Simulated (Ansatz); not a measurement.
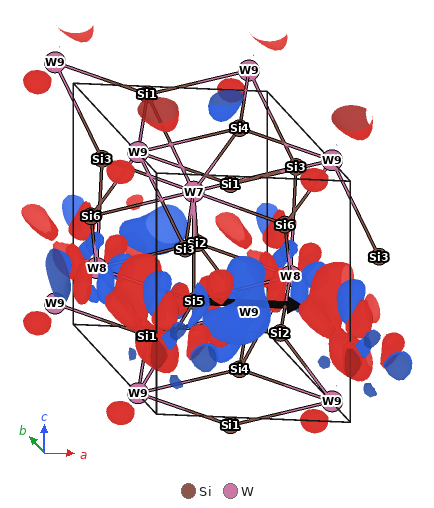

*Si₂W. Si5 was moved by 0.10 Å along [1 0 0] in the axes of the cell drawn (arrow, not to scale). Change of the density less the rigid motion of the neutral atom's own density: blue surfaces at +0.004 and red ones at −0.004 e/Å³, in the cell of the calculation (origin moved) seen at an oblique angle.*

Space group P6_222. The cell comes from a database of computed structures, not from a measurement.

Level of theory: DFT PBE, scalar-relativistic, plane waves, PAW (Ansatz).

In a PAW calculation such maps are meaningful between the atoms, not at the nuclei.

### Describe the electronic response.

About 0.07 e is rearranged in the cell. Outside the cores the largest gain, 0.017 e/Å³, lies 1.2 Å from a tungsten nucleus and 1.3 Å from a silicon one, and the largest loss, 0.015 e/Å³, lies 1.2 Å from a tungsten nucleus and 1.5 Å from a silicon one.

### What restoring force does the calculation give for this move?

The force on it changes by 1.04 eV/Å along the move, against it: a stiffness of about 10 eV/Å² for this sublattice shift.
